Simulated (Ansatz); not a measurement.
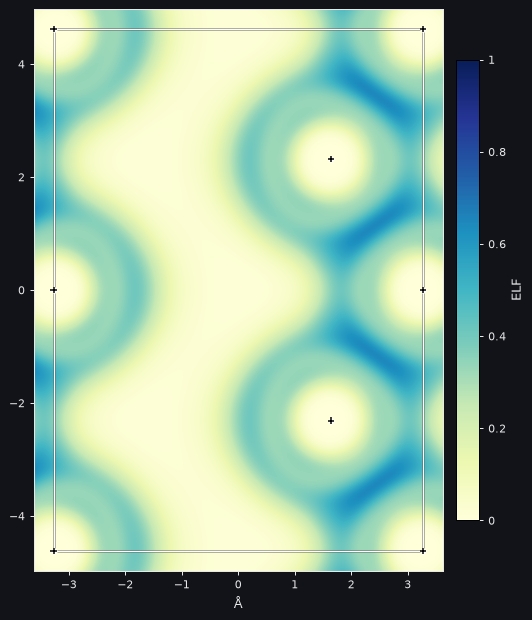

The electron localisation function on a plane through atoms (crosses mark nuclei in the plane).

Method: DFT PBEsol, scalar-relativistic, plane waves, PAW (Ansatz).

Candidates:
A. Sn, a = 6.54 Å, b = 6.54 Å, c = 6.54 Å, α = 90.00°, β = 90.00°, γ = 90.00°. Space group Fd-3m.
B. Ir (slab), a = 2.71 Å, b = 2.71 Å, c = 23.85 Å, α = 90.00°, β = 90.00°, γ = 120.00°. Not relaxed (largest force 0.5 eV/Å); computed without spin polarisation.
C. Ta (slab), a = 2.95 Å, b = 2.95 Å, c = 24.64 Å, α = 90.00°, β = 90.00°, γ = 120.00°. Computed without spin polarisation.

### Which system is this?

Candidate A: Sn on the (110) plane of the conventional cell, which holds Sn. Sn–Sn (2.83 Å): the ELF peaks at about 0.65 between the atoms.
